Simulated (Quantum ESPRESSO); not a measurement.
Band-structure run, with input and output: Cu

The run: band-structure run of Cu (Fm-3m, 1 atom in the cell). Method and program: Kohn-Sham DFT of a periodic cell, PBE, DFT+U, SSSP 1.3 efficiency PBE, no spin polarisation (Quantum ESPRESSO 7.5).

The structure derives from an entry of the Crystallography Open Database.

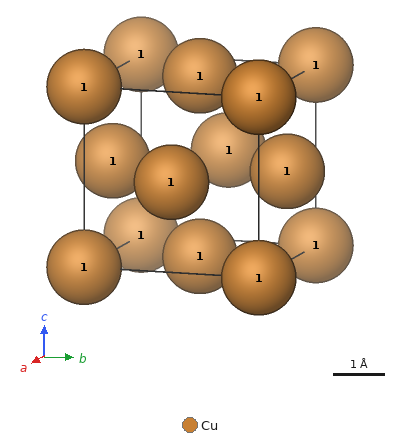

The input geometry (spheres-only view of the cell 4 times as large as that of the calculation, set on its symmetry axes, seen slightly off an axis; atoms are numbered from 1 in the order of the input).

Results in brief

- outcome: converged
- space group (tolerance 0.01 Å): Fm-3m (225)
- electrons treated: 11
- free energy: −2898.9849 eV
- Fermi energy: 12.428 eV
- gap on the k-point mesh: none (metallic)
- pressure: 3.36 GPa
- largest force (length of the vector): under 0.001 eV/Å
- hardware: 1 thread of Intel Xeon (Granite Rapids), 192 GiB of memory available, shared host
- wall time: 15 s
- peak memory: 0.1 GiB

The input
```
&CONTROL
  calculation = 'scf'
  prefix = 'pwscf'
  outdir = './tmp'
  pseudo_dir = './pseudo'
  tprnfor = .true.
  tstress = .true.
  disk_io = 'low'
/
&SYSTEM
  ibrav = 0
  nat = 1
  ntyp = 1
  ecutwfc = 55
  ecutrho = 440
  nbnd = 14
  occupations = 'smearing'
  smearing = 'fd'
  degauss = 0.00367493
/
&ELECTRONS
  conv_thr = 2d-10
  electron_maxstep = 120
  mixing_beta = 0.3
/
ATOMIC_SPECIES
Cu    63.5460 Cu.paw.z_11.ld1.psl.v1.0.0-low.upf
CELL_PARAMETERS angstrom
   0.0000000000    1.8074500000    1.8074500000
   1.8074500000    0.0000000000    1.8074500000
   1.8074500000    1.8074500000    0.0000000000
ATOMIC_POSITIONS crystal
Cu     0.0000000000    0.0000000000    0.0000000000
K_POINTS automatic
16 16 16 0 0 0
HUBBARD {ortho-atomic}
U Cu-3d 2.0
```

File bands.in
```
&CONTROL
  calculation = 'bands'
  prefix = 'pwscf'
  outdir = './tmp'
  pseudo_dir = './pseudo'
  disk_io = 'low'
  verbosity = 'high'
/
&SYSTEM
  ibrav = 0
  nat = 1
  ntyp = 1
  ecutwfc = 55
  ecutrho = 440
  nbnd = 14
  occupations = 'smearing'
  smearing = 'fd'
  degauss = 0.00367493
/
&ELECTRONS
  conv_thr = 1d-08
  electron_maxstep = 120
  mixing_beta = 0.3
  diago_full_acc = .true.
/
ATOMIC_SPECIES
Cu    63.5460 Cu.paw.z_11.ld1.psl.v1.0.0-low.upf
CELL_PARAMETERS angstrom
   0.0000000000    1.8074500000    1.8074500000
   1.8074500000    0.0000000000    1.8074500000
   1.8074500000    1.8074500000    0.0000000000
ATOMIC_POSITIONS crystal
Cu     0.0000000000    0.0000000000    0.0000000000
K_POINTS crystal
60
 0.0000000000  0.0000000000  0.0000000000 1
 0.0625000000  0.0000000000  0.0625000000 1
 0.1250000000  0.0000000000  0.1250000000 1
 0.1875000000  0.0000000000  0.1875000000 1
 0.2500000000  0.0000000000  0.2500000000 1
 0.3125000000  0.0000000000  0.3125000000 1
 0.3750000000  0.0000000000  0.3750000000 1
 0.4375000000  0.0000000000  0.4375000000 1
 0.5000000000  0.0000000000  0.5000000000 1
 0.5000000000  0.0625000000  0.5625000000 1
 0.5000000000  0.1250000000  0.6250000000 1
 0.5000000000  0.1875000000  0.6875000000 1
 0.5000000000  0.2500000000  0.7500000000 1
 0.4375000000  0.3125000000  0.7500000000 1
 0.3750000000  0.3750000000  0.7500000000 1
 0.3375000000  0.3375000000  0.6750000000 1
 0.3000000000  0.3000000000  0.6000000000 1
 0.2625000000  0.2625000000  0.5250000000 1
 0.2250000000  0.2250000000  0.4500000000 1
 0.1875000000  0.1875000000  0.3750000000 1
 0.1500000000  0.1500000000  0.3000000000 1
 0.1125000000  0.1125000000  0.2250000000 1
 0.0750000000  0.0750000000  0.1500000000 1
 0.0375000000  0.0375000000  0.0750000000 1
 0.0000000000  0.0000000000  0.0000000000 1
 0.0625000000  0.0625000000  0.0625000000 1
 0.1250000000  0.1250000000  0.1250000000 1
 0.1875000000  0.1875000000  0.1875000000 1
 0.2500000000  0.2500000000  0.2500000000 1
 0.3125000000  0.3125000000  0.3125000000 1
 0.3750000000  0.3750000000  0.3750000000 1
 0.4375000000  0.4375000000  0.4375000000 1
 0.5000000000  0.5000000000  0.5000000000 1
 0.5250000000  0.4500000000  0.5250000000 1
 0.5500000000  0.4000000000  0.5500000000 1
 0.5750000000  0.3500000000  0.5750000000 1
 0.6000000000  0.3000000000  0.6000000000 1
 0.6250000000  0.2500000000  0.6250000000 1
 0.5833333333  0.2500000000  0.6666666667 1
 0.5416666667  0.2500000000  0.7083333333 1
 0.5000000000  0.2500000000  0.7500000000 1
 0.5000000000  0.2857142857  0.7142857143 1
 0.5000000000  0.3214285714  0.6785714286 1
 0.5000000000  0.3571428571  0.6428571429 1
 0.5000000000  0.3928571429  0.6071428571 1
 0.5000000000  0.4285714286  0.5714285714 1
 0.5000000000  0.4642857143  0.5357142857 1
 0.5000000000  0.5000000000  0.5000000000 1
 0.4821428571  0.4821428571  0.5357142857 1
 0.4642857143  0.4642857143  0.5714285714 1
 0.4464285714  0.4464285714  0.6071428571 1
 0.4285714286  0.4285714286  0.6428571429 1
 0.4107142857  0.4107142857  0.6785714286 1
 0.3928571429  0.3928571429  0.7142857143 1
 0.3750000000  0.3750000000  0.7500000000 1
 0.6250000000  0.2500000000  0.6250000000 1
 0.5937500000  0.1875000000  0.5937500000 1
 0.5625000000  0.1250000000  0.5625000000 1
 0.5312500000  0.0625000000  0.5312500000 1
 0.5000000000  0.0000000000  0.5000000000 1
HUBBARD {ortho-atomic}
U Cu-3d 2.0
```

Launched with:
```bash
OMP_NUM_THREADS=1 pw.x -in pw.in > pw.out
OMP_NUM_THREADS=1 pw.x -in bands.in > bands.out
```

Output
```
This program is part of the open-source Quantum ESPRESSO suite
     for quantum simulation of materials; please cite
         "P. Giannozzi et al., J. Phys.:Condens. Matter 21 395502 (2009);
         "P. Giannozzi et al., J. Phys.:Condens. Matter 29 465901 (2017);
         "P. Giannozzi et al., J. Chem. Phys. 152 154105 (2020);
          URL
     in publications or presentations arising from this work. More details at

     file Cu.paw.z_11.ld1.psl.v1.0.0-low.upf: wavefunction(s)  4S 3D renormalized
     Message from routine setup:
     using ibrav=0 with symmetry is DISCOURAGED, use correct ibrav instead

     G-vector sticks info
     --------------------
     sticks:   dense  smooth     PW     G-vecs:    dense   smooth      PW
     Sum         703     361    121                12387     4477     893

     Using Slab Decomposition

     bravais-lattice index     =            0
     lattice parameter (alat)  =       4.8304  a.u.
     unit-cell volume          =      79.6940 (a.u.)^3
     number of atoms/cell      =            1
     number of atomic types    =            1
     number of electrons       =        11.00
     number of Kohn-Sham states=           14
     kinetic-energy cutoff     =      55.0000  Ry
     charge density cutoff     =     440.0000  Ry
     scf convergence threshold =      2.0E-10
     mixing beta               =       0.3000
     number of iterations used =            8  plain     mixing
     Exchange-correlation= SLA  PW   PBX  PBC
                           (   1   4   3   4   0   0   0)
     Hubbard projectors: ortho-atomic
     Hubbard parameters of DFT+U (Dudarev formulation) in eV:
     U(Cu-3d) =  2.0000

     Internal variables: lda_plus_u =T, lda_plus_u_kind = 0

     Internal variables: orbital_resolved =F, hub_pot_fix =F, apply_U = F

     celldm(1)=   4.830367  celldm(2)=   0.000000  celldm(3)=   0.000000
     celldm(4)=   0.000000  celldm(5)=   0.000000  celldm(6)=   0.000000

     crystal axes: (cart. coord. in units of alat)
               a(1) = (   0.000000   0.707107   0.707107 )
               a(2) = (   0.707107   0.000000   0.707107 )
               a(3) = (   0.707107   0.707107   0.000000 )

     reciprocal axes: (cart. coord. in units 2 pi/alat)
               b(1) = ( -0.707107  0.707107  0.707107 )
               b(2) = (  0.707107 -0.707107  0.707107 )
               b(3) = (  0.707107  0.707107 -0.707107 )

     PseudoPot. # 1 for Cu read from file:
     Cu.paw.z_11.ld1.psl.v1.0.0-low.upf
     Pseudo is Projector augmented-wave + core cor, Zval = 11.0
     Generated using &quot;atomic&quot; code by A. Dal Corso  v.6.3MaX
     Shape of augmentation charge: PSQ
     Using radial grid of 1199 points,  6 beta functions with:
                l(1) =   0
                l(2) =   0
                l(3) =   1
                l(4) =   1
                l(5) =   2
                l(6) =   2
     Q(r) pseudized with 0 coefficients

     atomic species   valence    mass     pseudopotential
     Cu               11.00    63.54600     Cu( 1.00)

     48 Sym. Ops., with inversion, found

   Cartesian axes

     site n.     atom                  positions (alat units)
         1        Cu     tau(   1) = (   0.0000000   0.0000000   0.0000000  )

     number of k points=   145  Fermi-Dirac smearing, width (Ry)=  0.0037

     Number of k-points >= 100: set verbosity='high' to print them.

     Dense  grid:    12387 G-vectors     FFT dimensions: (  36,  36,  36)

     Smooth grid:     4477 G-vectors     FFT dimensions: (  24,  24,  24)

     Initial potential from superposition of free atoms

     starting charge      10.9998, renormalised to      11.0000

     STARTING HUBBARD OCCUPATIONS:

     =================== HUBBARD OCCUPATIONS ===================
     ------------------------ ATOM    1 ------------------------
     Tr[ns(  1)] =   9.50000
     eigenvalues:
       0.950  0.950  0.950  0.950  0.950
     eigenvectors (columns):
       1.000  0.000  0.000  0.000  0.000
       0.000  1.000  0.000  0.000  0.000
       0.000  0.000  1.000  0.000  0.000
       0.000  0.000  0.000  1.000  0.000
       0.000  0.000  0.000  0.000  1.000
     occupation matrix ns (before diag.):
       0.950  0.000  0.000  0.000  0.000
       0.000  0.950  0.000  0.000  0.000
       0.000  0.000  0.950  0.000  0.000
       0.000  0.000  0.000  0.950  0.000
       0.000  0.000  0.000  0.000  0.950

     Number of occupied Hubbard levels =    9.5000

     Atomic wfc used for Hubbard projectors are orthogonalized

     Starting wfcs are    9 randomized atomic wfcs +    5 random wfcs

     Self-consistent Calculation

     iteration #  1     ecut=    55.00 Ry     beta= 0.30
     Davidson diagonalization with overlap
     ethr =  1.00E-02,  avg # of iterations =  5.9

     =================== HUBBARD OCCUPATIONS ===================
     ------------------------ ATOM    1 ------------------------
     Tr[ns(  1)] =   9.58975
     eigenvalues:
       0.953  0.953  0.953  0.969  0.969
     eigenvectors (columns):
      -0.000 -0.000 -0.000  0.669 -0.743
      -0.338  0.594 -0.730 -0.000 -0.000
      -0.414  0.603  0.682 -0.000 -0.000
       0.000  0.000  0.000 -0.743 -0.669
       0.845  0.533  0.042  0.000  0.000
     occupation matrix ns (before diag.):
       0.969 -0.000 -0.000  0.000  0.000
      -0.000  0.953 -0.000  0.000  0.000
      -0.000 -0.000  0.953  0.000  0.000
       0.000  0.000  0.000  0.969 -0.000
       0.000  0.000  0.000 -0.000  0.953

     Number of occupied Hubbard levels =    9.5898

     Threshold (ethr) on eigenvalues was too large:
     Diagonalizing with lowered threshold

     Davidson diagonalization with overlap
     ethr =  2.53E-04,  avg # of iterations =  1.7

     total energy              =    -213.06488658 Ry
     estimated scf accuracy    <       0.02759158 Ry

     iteration #  2     ecut=    55.00 Ry     beta= 0.30
     Davidson diagonalization with overlap
     ethr =  2.51E-04,  avg # of iterations =  1.3

     total energy              =    -213.07111809 Ry
     estimated scf accuracy    <       0.00236081 Ry

     iteration #  3     ecut=    55.00 Ry     beta= 0.30
     Davidson diagonalization with overlap
     ethr =  2.15E-05,  avg # of iterations =  2.3

     total energy              =    -213.07145066 Ry
     estimated scf accuracy    <       0.00026911 Ry

     iteration #  4     ecut=    55.00 Ry     beta= 0.30
     Davidson diagonalization with overlap
     ethr =  2.45E-06,  avg # of iterations =  2.3

     total energy              =    -213.07145479 Ry
     estimated scf accuracy    <       0.00000815 Ry

     iteration #  5     ecut=    55.00 Ry     beta= 0.30
     Davidson diagonalization with overlap
     ethr =  7.41E-08,  avg # of iterations =  1.7

     total energy              =    -213.07145661 Ry
     estimated scf accuracy    <       0.00000114 Ry

     iteration #  6     ecut=    55.00 Ry     beta= 0.30
     Davidson diagonalization with overlap
     ethr =  1.04E-08,  avg # of iterations =  1.2

     total energy              =    -213.07145675 Ry
     estimated scf accuracy    <          8.7E-09 Ry

     iteration #  7     ecut=    55.00 Ry     beta= 0.30
     Davidson diagonalization with overlap
     ethr =  7.87E-11,  avg # of iterations =  2.6

     total energy              =    -213.07145676 Ry
     estimated scf accuracy    <          3.1E-09 Ry

     iteration #  8     ecut=    55.00 Ry     beta= 0.30
     Davidson diagonalization with overlap
     ethr =  2.79E-11,  avg # of iterations =  1.1

     total energy              =    -213.07145676 Ry
     estimated scf accuracy    <          2.9E-10 Ry

     iteration #  9     ecut=    55.00 Ry     beta= 0.30
     Davidson diagonalization with overlap
     ethr =  2.67E-12,  avg # of iterations =  1.6

     End of self-consistent calculation

     =================== HUBBARD OCCUPATIONS ===================
     ------------------------ ATOM    1 ------------------------
     Tr[ns(  1)] =   9.66662
     eigenvalues:
       0.961  0.961  0.961  0.974  0.974
     eigenvectors (columns):
      -0.000 -0.000 -0.000 -0.653  0.757
      -0.343  0.573 -0.744  0.000  0.000
      -0.421  0.615  0.667  0.000  0.000
       0.000  0.000  0.000  0.757  0.653
       0.840  0.543  0.030 -0.000  0.000
     occupation matrix ns (before diag.):
       0.974 -0.000 -0.000  0.000  0.000
      -0.000  0.961 -0.000  0.000  0.000
      -0.000 -0.000  0.961  0.000  0.000
       0.000  0.000  0.000  0.974 -0.000
       0.000  0.000  0.000 -0.000  0.961

     Number of occupied Hubbard levels =    9.6666

     Number of k-points >= 100: set verbosity='high' to print the bands.

     the Fermi energy is    12.4279 ev

!    total energy              =    -213.07145676 Ry
     total all-electron energy =     -3309.951223 Ry
     estimated scf accuracy    <          1.5E-12 Ry
     smearing contrib. (-TS)   =      -0.00017093 Ry
     internal energy E=F+TS    =    -213.07128583 Ry

     The total energy is F=E-TS. E is the sum of the following terms:
     one-electron contribution =     -28.19722045 Ry
     hartree contribution      =      30.82414141 Ry
     xc contribution           =     -44.67309691 Ry
     ewald contribution        =     -81.21130529 Ry
     Hubbard energy            =       0.02365599 Ry
     one-center paw contrib.   =     -89.83746058 Ry

     convergence has been achieved in   9 iterations

     Forces acting on atoms (cartesian axes, Ry/au):

     atom    1 type  1   force =     0.00000000    0.00000000    0.00000000

     Total force =     0.000000     Total SCF correction =     0.000000

     Computing stress (Cartesian axis) and pressure

          total   stress  (Ry/bohr**3)                   (kbar)     P=       33.63
   0.00022863  -0.00000000   0.00000000           33.63       -0.00        0.00
   0.00000000   0.00022863   0.00000000            0.00       33.63        0.00
   0.00000000   0.00000000   0.00022863            0.00        0.00       33.63

=------------------------------------------------------------------------------=
   JOB DONE.
=------------------------------------------------------------------------------=
```

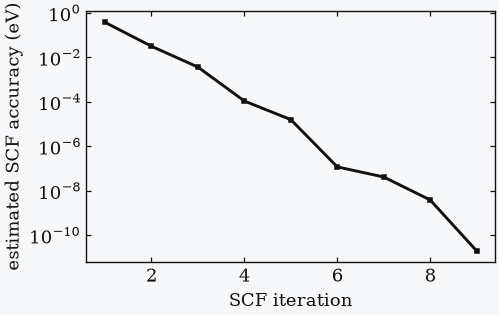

Convergence of the self-consistent field: estimated SCF accuracy against the iteration. The field takes 9 iterations in all.
